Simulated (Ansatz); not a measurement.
## Mo: geometry relaxation (part 1 of 2)

Mo (slab, 6 atoms in the cell), computed with DFT PBEsol, scalar-relativistic, plane waves, PAW, PAW set soft_1, no spin polarisation (Ansatz 0.2.0).

The structure derives from an entry of the Crystallography Open Database. The input holds or restrains some coordinates. Forces given for the steps count only the free coordinates. Figures and captions count atoms from 1; the log counts them from 0 in places.

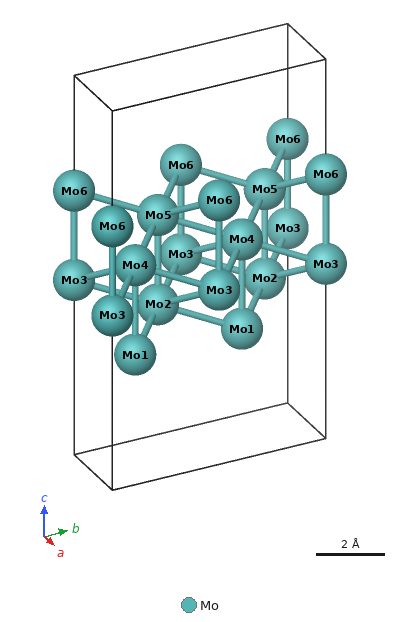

Figure 1. The starting structure (ball-and-stick view of the 1 × 2 repeat of the cell, with the vacuum cut short, seen slightly off an axis; atoms are numbered from 1 in the order of the input). An atom can appear more than once, as a periodic image.

## Results in brief

```tsv
quantity	value
outcome	converged under the restraints of the input
electrons treated	84
free energy	−29377.4469 eV
work function, top face	3.98 eV
work function, bottom face	3.77 eV
Fermi energy	3.577 eV
gap on the k-point mesh	none (metallic)
final volume	314.09 Å³
work function (upper face)	3.98 eV
largest force (length of the vector) at the end, held atoms and coordinates included	1.656 eV/Å
hardware	1 thread of Arm Neoverse V2, 24 GiB of memory available, shared host
wall time	96 s
peak memory	0.49 GiB
```

The program warns: the PAW datasets were made with another functional.

## Input
```yaml
crystal:
  lattice:
    - [4.4256825775, 0.0, 0.0]
    - [-2.2128412888, 3.8327535412, 0.0]
    - [0.0, 0.0, 18.516943366]
  atoms:
    - { symbol: Mo, position: [0.6666666667, 0.3333333333, 0.3780321547] }
    - { symbol: Mo, position: [0.3333333333, 0.6666666667, 0.4268192928] }
    - { symbol: Mo, position: [0.0, 0.0, 0.4756064309] }
    - { symbol: Mo, position: [0.6666666667, 0.3333333333, 0.5243935691] }
    - { symbol: Mo, position: [0.3333333333, 0.6666666667, 0.5731807072] }
    - { symbol: Mo, position: [0.0, 0.0, 0.6219678453] }
basis:
  ecutwfc: 420
kpoints:
  mp_grid: { grid: [9, 9, 1] }
hamiltonian:
  xc: pbesol
  pseudopotentials: { kind: paw, azcp: { folder: soft_1 } }
scf:
  occupations: { method: gaussian, width: 0.1 }
output:
  forces: true
  eigenvalues: true
relax:
  adjacent_minimum: "off"
  f_tol: 0.03
  max_steps: 50
  constraints: [{ sites: [0, 1, 2] }]
efield:
  axis: 3
  dipole_correction: true
  ramp_width: 0.04
```

Launch command:
```bash
ansatz run input.yaml --threads 1 --pin off --max-ram 3072MiB --backend cpu --events-out ev --progress --plain --runs-dir out
```

## The program's output
```
Warning: [file] the record states the generating functional pbe (its physics header spells it `PBE`), which answers neither for hamiltonian.xc's functional nor for the pbesol family's — results may be inconsistent (PPs are generated against a specific XC)
Engine: ansatz 0.2.0, aarch64-unknown-linux-gnu
Pseudopotentials: kind: paw
Pseudopotential: Mo, paw, valence charge 14, recommended cutoff 420 eV (normal), [file]
Functional definition: PBEsol
  exchange = pbesol_x
  correlation = pbesol_c
Crystal: 6 atoms, lattice volume = 314.095 Å³
Basis set: ecut = 420 eV, 6187 PW (Γ), exchange–correlation on 60×60×250 points (8 copies of the dense FFT grid, shifted against one another)
Bands: 51, of which v1, the nominal top of the filled ones, is band 42 counted from 1 (41 counted from 0)
Symmetry: 6 space group operations
k-points: 12 of 81 (time reversal used)
Non-local potential: Mo, projectors of the file, l = 0: 3, l = 1: 2, l = 2: 2, l = 3: 1
PAW form: soft (Blöchl's): semilocal exchange-correlation on the pseudo side does not see the compensation charge
PAW frozen core: Mo, regenerated for the run's functional, and the local potential with it (the file was generated under x = pbe(κ = 0.804, μ = 0.2195149727645171), c = pbe(β = 0.06672455060314922))
PAW one-centre angular grid: Mo, 590 points (default); XC on 64 Gauss nodes
Initial density: superposition of atomic densities (neutral atoms: chi_scale 0, normalization atom)
Initial wavefunctions: pseudopotential atomic-orbital guess
Functional: x = pbesol(κ = 0.804, μ = 0.12345679012345678), c = pbesol(β = 0.046)
SCF iter   1: F=—  HF=-29383.643735 eV  |F-HF|=—  |Δ(HF+E_count)|=         —  Δρ=6.20e-2  dr2=3.94e1  ethr=3.10e-3  p=-0.000 e·Å  D=-7.17e-15 V/Å  ΔV_dip=0.00 eV  dr2_dipole=5.22e-9  V_vac-E_F(+/−)=5.88/5.88 eV  ⟨swp⟩=10.4  Hψ=3002  notcnv=0
efield: sawtooth ramp at fractional position 0.9800 (placed from the atoms, in the widest stretch of the axis that holds none; the zero of the levels goes with the place), width 0.0400; the density the first Hamiltonian is built on has a dipole p = -0.000 e·Å; the dipole correction subtracts the counter field D = -7.17e-15 V/Å, which shifts the + side's vacuum level by +0.00 eV against the − side's; the planar-averaged density in the ramp window peaks in size at 5.3e-6 e/Å³
preconditioner: auto → LDOS  [metal: Δε(μ)=0.081 eV  Ē_g=4.112 eV  σ=0.100 eV  W_gap=0.42  n_scr=66 (ndim 8)  ℏωp=12.6 eV  f_vac=0.567  D(μ)=2.88/eV (n_scr^D=6)  β→1.0]
SCF iter   2: F=—  HF=-29395.705676 eV  |F-HF|=—  |Δ(HF+E_count)|=    1.21e1  Δρ=1.20e-1  dr2=2.77e2  ethr=3.10e-3  p=-0.000 e·Å  D=-6.49e-6 V/Å  ΔV_dip=0.00 eV  dr2_dipole=5.30e-9  V_vac-E_F(+/−)=1.67/1.67 eV  ⟨swp⟩=5.2  Hψ=1720  notcnv=0  defer=31  recentre
SCF iter   3: F=—  HF=-29378.007978 eV  |F-HF|=—  |Δ(HF+E_count)|=    1.77e1  Δρ=2.57e-2  dr2=7.70e0  ethr=3.10e-3  p=-0.000 e·Å  D=-3.20e-6 V/Å  ΔV_dip=0.00 eV  dr2_dipole=3.02e-10  V_vac-E_F(+/−)=5.01/5.01 eV  ⟨swp⟩=4.8  Hψ=1712  notcnv=0  defer=26
SCF iter   4: F=—  HF=-29377.079295 eV  |F-HF|=—  |Δ(HF+E_count)|=   9.29e-1  Δρ=4.73e-3  dr2=1.06e-1  ethr=3.10e-3  p=-0.000 e·Å  D=-1.39e-6 V/Å  ΔV_dip=0.00 eV  dr2_dipole=1.87e-9  V_vac-E_F(+/−)=4.07/4.07 eV  ⟨swp⟩=3.6  Hψ=1072  notcnv=0  defer=30
SCF iter   5: F=—  HF=-29377.059487 eV  |F-HF|=—  |Δ(HF+E_count)|=   1.98e-2  Δρ=1.54e-3  dr2=2.94e-2  ethr=1.26e-4  p=-0.000 e·Å  D=-9.24e-7 V/Å  ΔV_dip=0.00 eV  dr2_dipole=8.55e-10  V_vac-E_F(+/−)=3.94/3.94 eV  ⟨swp⟩=3.5  Hψ=1306  notcnv=0  defer=30
SCF iter   6: F=—  HF=-29377.057177 eV  |F-HF|=—  |Δ(HF+E_count)|=   2.31e-3  Δρ=6.22e-4  dr2=2.76e-3  ethr=3.50e-5  p=0.000 e·Å  D=1.32e-7 V/Å  ΔV_dip=-0.00 eV  dr2_dipole=3.71e-11  V_vac-E_F(+/−)=3.90/3.90 eV  ⟨swp⟩=2.0  Hψ=801  notcnv=0  defer=30
SCF iter   7: F=—  HF=-29377.057435 eV  |F-HF|=—  |Δ(HF+E_count)|=   2.58e-4  Δρ=1.98e-4  dr2=6.17e-4  ethr=3.28e-6  p=0.000 e·Å  D=3.11e-7 V/Å  ΔV_dip=-0.00 eV  dr2_dipole=2.09e-12  V_vac-E_F(+/−)=3.87/3.87 eV  ⟨swp⟩=2.0  Hψ=830  notcnv=0  defer=30
SCF iter   8: F=—  HF=-29377.057446 eV  |F-HF|=—  |Δ(HF+E_count)|=   1.09e-5  Δρ=1.11e-4  dr2=2.23e-4  ethr=7.35e-7  p=0.000 e·Å  D=3.83e-7 V/Å  ΔV_dip=-0.00 eV  dr2_dipole=9.85e-12  V_vac-E_F(+/−)=3.85/3.85 eV  ⟨swp⟩=2.3  Hψ=730  notcnv=0  defer=30
SCF iter   9: F=-29377.057434 eV  HF=-29377.057443 eV  |F-HF|=8.93e-6  |Δ(HF+E_count)|=   2.92e-6  Δρ=3.12e-5  dr2=1.75e-5  ethr=2.68e-8  p=0.000 e·Å  D=2.28e-7 V/Å  ΔV_dip=-0.00 eV  dr2_dipole=2.90e-12  V_vac-E_F(+/−)=3.83/3.83 eV  ⟨swp⟩=15.6  Hψ=3268  notcnv=0
SCF 1 converged in 9 iterations: F = -29377.057434 eV  dr2 = 1.75e-5
  greatest PAW one-centre occupation: 0.999 electrons in one spin orbital (limit 2), on the Mo atom at site 4 (counted from 0), in its partial waves of l = 0
relax step   1: F+E_penalty+E_count = -29377.05743444 eV  Δ(F+E_penalty+E_count) = +0.000e0 eV  max|allowed force component| = 2.033e0 eV/Å  Δτ_max = 0.0000 Å  (9 SCF iters, dr2 threshold 2.25e-5 eV, accepted)
Initial density: handed on by an earlier stage of this run
Initial wavefunctions: those handed on with the density
iter 1 solved again at ethr=1.37e-3 eV; its pass at ethr=3.10e-3 eV (dr2=1.15e0 eV) is discarded
SCF iter   1: F=—  HF=-29377.455743 eV  |F-HF|=—  |Δ(HF+E_count)|=         —  Δρ=1.26e-2  dr2=1.04e0  ethr=1.37e-3  p=0.000 e·Å  D=2.64e-7 V/Å  ΔV_dip=-0.00 eV  dr2_dipole=6.05e-2  V_vac-E_F(+/−)=3.85/3.85 eV  ⟨swp⟩=1.2  Hψ=2008  notcnv=0  defer=20
efield: sawtooth ramp at fractional position 0.9800 (handed on by an earlier solve), width 0.0400; the density the first Hamiltonian is built on has a dipole p = 0.000 e·Å; the dipole correction subtracts the counter field D = 2.64e-7 V/Å, which shifts the + side's vacuum level by -0.00 eV against the − side's; the planar-averaged density in the ramp window peaks in size at 5.3e-6 e/Å³
preconditioner: auto → LDOS  [metal: Δε(μ)=0.013 eV  Ē_g=3.575 eV  σ=0.100 eV  W_gap=0.07  n_scr=66 (ndim 8)  ℏωp=12.6 eV  f_vac=0.586  D(μ)=8.85/eV (n_scr^D=66)  β→1.0]
SCF iter   2: F=—  HF=-29377.392996 eV  |F-HF|=—  |Δ(HF+E_count)|=   6.27e-2  Δρ=6.81e-3  dr2=3.21e-1  ethr=1.23e-3  p=-0.005 e·Å  D=-2.76e-3 V/Å  ΔV_dip=0.05 eV  dr2_dipole=1.13e-2  V_vac-E_F(+/−)=3.88/3.83 eV  ⟨swp⟩=2.8  Hψ=910  notcnv=0  defer=20
SCF iter   3: F=—  HF=-29377.370929 eV  |F-HF|=—  |Δ(HF+E_count)|=   2.21e-2  Δρ=2.69e-3  dr2=5.66e-2  ethr=3.82e-4  p=-0.009 e·Å  D=-5.46e-3 V/Å  ΔV_dip=0.10 eV  dr2_dipole=2.57e-3  V_vac-E_F(+/−)=3.93/3.83 eV  ⟨swp⟩=3.1  Hψ=1076  notcnv=0  defer=20
SCF iter   4: F=—  HF=-29377.366207 eV  |F-HF|=—  |Δ(HF+E_count)|=   4.72e-3  Δρ=5.61e-4  dr2=2.15e-3  ethr=6.74e-5  p=-0.012 e·Å  D=-6.85e-3 V/Å  ΔV_dip=0.13 eV  dr2_dipole=1.13e-6  V_vac-E_F(+/−)=3.95/3.82 eV  ⟨swp⟩=2.2  Hψ=815  notcnv=0  defer=20
SCF iter   5: F=—  HF=-29377.366163 eV  |F-HF|=—  |Δ(HF+E_count)|=   4.38e-5  Δρ=1.40e-4  dr2=1.35e-4  ethr=2.56e-6  p=-0.015 e·Å  D=-8.35e-3 V/Å  ΔV_dip=0.15 eV  dr2_dipole=5.79e-6  V_vac-E_F(+/−)=3.97/3.82 eV  ⟨swp⟩=2.0  Hψ=821  notcnv=0  defer=20
SCF iter   6: F=-29377.366170 eV  HF=-29377.366198 eV  |F-HF|=2.79e-5  |Δ(HF+E_count)|=   3.48e-5  Δρ=6.37e-5  dr2=3.97e-5  ethr=1.19e-7  p=-0.017 e·Å  D=-9.58e-3 V/Å  ΔV_dip=0.18 eV  dr2_dipole=7.44e-6  V_vac-E_F(+/−)=3.99/3.81 eV  ⟨swp⟩=12.9  Hψ=3395  notcnv=0
SCF 2 converged in 6 iterations: F = -29377.366170 eV  dr2 = 3.97e-5
relax step   2: F+E_penalty+E_count = -29377.36617022 eV  Δ(F+E_penalty+E_count) = -3.087e-1 eV  max|allowed force component| = 7.868e-1 eV/Å  Δτ_max = 0.1961 Å  (6 SCF iters, dr2 threshold 1.00e-4 eV, accepted)
iter 1 solved again at ethr=2.51e-3 eV; its pass at ethr=3.10e-3 eV (dr2=2.11e0 eV) is discarded
SCF iter   1: F=—  HF=-29377.543724 eV  |F-HF|=—  |Δ(HF+E_count)|=         —  Δρ=1.31e-2  dr2=1.84e0  ethr=2.51e-3  p=-0.017 e·Å  D=-9.58e-3 V/Å  ΔV_dip=0.18 eV  dr2_dipole=2.74e-1  V_vac-E_F(+/−)=3.98/3.80 eV  ⟨swp⟩=1.1  Hψ=2062  notcnv=0  defer=22
efield: sawtooth ramp at fractional position 0.9800 (handed on by an earlier solve), width 0.0400; the density the first Hamiltonian is built on has a dipole p = -0.017 e·Å; the dipole correction subtracts the counter field D = -9.58e-3 V/Å, which shifts the + side's vacuum level by +0.18 eV against the − side's; the planar-averaged density in the ramp window peaks in size at 5.7e-6 e/Å³
preconditioner: auto → LDOS  [metal: Δε(μ)=0.072 eV  Ē_g=3.720 eV  σ=0.100 eV  W_gap=0.39  n_scr=66 (ndim 8)  ℏωp=12.6 eV  f_vac=0.592  D(μ)=7.50/eV (n_scr^D=54)  β→1.0]
SCF iter   2: F=—  HF=-29377.465966 eV  |F-HF|=—  |Δ(HF+E_count)|=   7.78e-2  Δρ=6.94e-3  dr2=4.18e-1  ethr=2.19e-3  p=-0.018 e·Å  D=-1.02e-2 V/Å  ΔV_dip=0.19 eV  dr2_dipole=6.56e-3  V_vac-E_F(+/−)=3.94/3.75 eV  ⟨swp⟩=2.5  Hψ=852  notcnv=0  defer=22
SCF iter   3: F=—  HF=-29377.437348 eV  |F-HF|=—  |Δ(HF+E_count)|=   2.86e-2  Δρ=2.86e-3  dr2=9.00e-2  ethr=4.97e-4  p=-0.019 e·Å  D=-1.09e-2 V/Å  ΔV_dip=0.20 eV  dr2_dipole=7.25e-3  V_vac-E_F(+/−)=3.96/3.76 eV  ⟨swp⟩=3.0  Hψ=1029  notcnv=0  defer=22
SCF iter   4: F=—  HF=-29377.430469 eV  |F-HF|=—  |Δ(HF+E_count)|=   6.88e-3  Δρ=6.72e-4  dr2=4.82e-3  ethr=1.07e-4  p=-0.020 e·Å  D=-1.13e-2 V/Å  ΔV_dip=0.21 eV  dr2_dipole=3.02e-4  V_vac-E_F(+/−)=3.95/3.75 eV  ⟨swp⟩=2.1  Hψ=802  notcnv=0  defer=20
SCF iter   5: F=—  HF=-29377.430288 eV  |F-HF|=—  |Δ(HF+E_count)|=   1.81e-4  Δρ=1.86e-4  dr2=3.77e-4  ethr=5.73e-6  p=-0.020 e·Å  D=-1.18e-2 V/Å  ΔV_dip=0.22 eV  dr2_dipole=2.49e-5  V_vac-E_F(+/−)=3.95/3.74 eV  ⟨swp⟩=1.9  Hψ=806  notcnv=0  defer=20
SCF iter   6: F=-29377.430272 eV  HF=-29377.430282 eV  |F-HF|=1.01e-5  |Δ(HF+E_count)|=   5.23e-6  Δρ=5.70e-5  dr2=2.37e-5  ethr=4.61e-8  p=-0.021 e·Å  D=-1.21e-2 V/Å  ΔV_dip=0.22 eV  dr2_dipole=2.84e-8  V_vac-E_F(+/−)=3.95/3.73 eV  ⟨swp⟩=12.8  Hψ=3526  notcnv=0
SCF 3 converged in 6 iterations: F = -29377.430272 eV  dr2 = 2.37e-5
relax step   3: F+E_penalty+E_count = -29377.43027218 eV  Δ(F+E_penalty+E_count) = -6.410e-2 eV  max|allowed force component| = 6.163e-1 eV/Å  Δτ_max = 0.1617 Å  (6 SCF iters, dr2 threshold 3.87e-5 eV, accepted)
SCF iter   1: F=—  HF=-29377.452328 eV  |F-HF|=—  |Δ(HF+E_count)|=         —  Δρ=3.43e-3  dr2=9.92e-2  ethr=1.45e-3  p=-0.021 e·Å  D=-1.21e-2 V/Å  ΔV_dip=0.22 eV  dr2_dipole=7.83e-3  V_vac-E_F(+/−)=3.95/3.73 eV  ⟨swp⟩=2.1  Hψ=945  notcnv=0  defer=18
efield: sawtooth ramp at fractional position 0.9800 (handed on by an earlier solve), width 0.0400; the density the first Hamiltonian is built on has a dipole p = -0.021 e·Å; the dipole correction subtracts the counter field D = -1.21e-2 V/Å, which shifts the + side's vacuum level by +0.22 eV against the − side's; the planar-averaged density in the ramp window peaks in size at 5.3e-6 e/Å³
preconditioner: auto → LDOS  [metal: Δε(μ)=0.051 eV  Ē_g=3.656 eV  σ=0.100 eV  W_gap=0.27  n_scr=66 (ndim 8)  ℏωp=12.6 eV  f_vac=0.590  D(μ)=8.35/eV (n_scr^D=66)  β→1.0]
SCF iter   2: F=—  HF=-29377.447404 eV  |F-HF|=—  |Δ(HF+E_count)|=   4.92e-3  Δρ=1.31e-3  dr2=1.19e-2  ethr=1.18e-4  p=-0.020 e·Å  D=-1.18e-2 V/Å  ΔV_dip=0.22 eV  dr2_dipole=1.31e-4  V_vac-E_F(+/−)=3.97/3.75 eV  ⟨swp⟩=1.8  Hψ=774  notcnv=0  defer=18
SCF iter   3: F=—  HF=-29377.446649 eV  |F-HF|=—  |Δ(HF+E_count)|=   7.54e-4  Δρ=5.41e-4  dr2=3.11e-3  ethr=1.42e-5  p=-0.021 e·Å  D=-1.18e-2 V/Å  ΔV_dip=0.22 eV  dr2_dipole=2.38e-4  V_vac-E_F(+/−)=3.97/3.75 eV  ⟨swp⟩=3.5  Hψ=1215  notcnv=0  defer=18
SCF iter   4: F=—  HF=-29377.446388 eV  |F-HF|=—  |Δ(HF+E_count)|=   2.61e-4  Δρ=1.61e-4  dr2=2.32e-4  ethr=3.71e-6  p=-0.020 e·Å  D=-1.18e-2 V/Å  ΔV_dip=0.22 eV  dr2_dipole=1.37e-5  V_vac-E_F(+/−)=3.97/3.75 eV  ⟨swp⟩=2.4  Hψ=781  notcnv=0  defer=18
SCF iter   5: F=-29377.446375 eV  HF=-29377.446382 eV  |F-HF|=7.64e-6  |Δ(HF+E_count)|=   6.06e-6  Δρ=3.10e-5  dr2=1.14e-5  ethr=6.77e-8  p=-0.020 e·Å  D=-1.17e-2 V/Å  ΔV_dip=0.22 eV  dr2_dipole=3.26e-7  V_vac-E_F(+/−)=3.97/3.75 eV  ⟨swp⟩=11.3  Hψ=3254  notcnv=0
SCF 4 converged in 5 iterations: F = -29377.446375 eV  dr2 = 1.14e-5
relax step   4: F+E_penalty+E_count = -29377.44637466 eV  Δ(F+E_penalty+E_count) = -1.610e-2 eV  max|allowed force component| = 9.348e-2 eV/Å  Δτ_max = 0.0468 Å  (5 SCF iters, dr2 threshold 5.69e-5 eV, accepted)
```
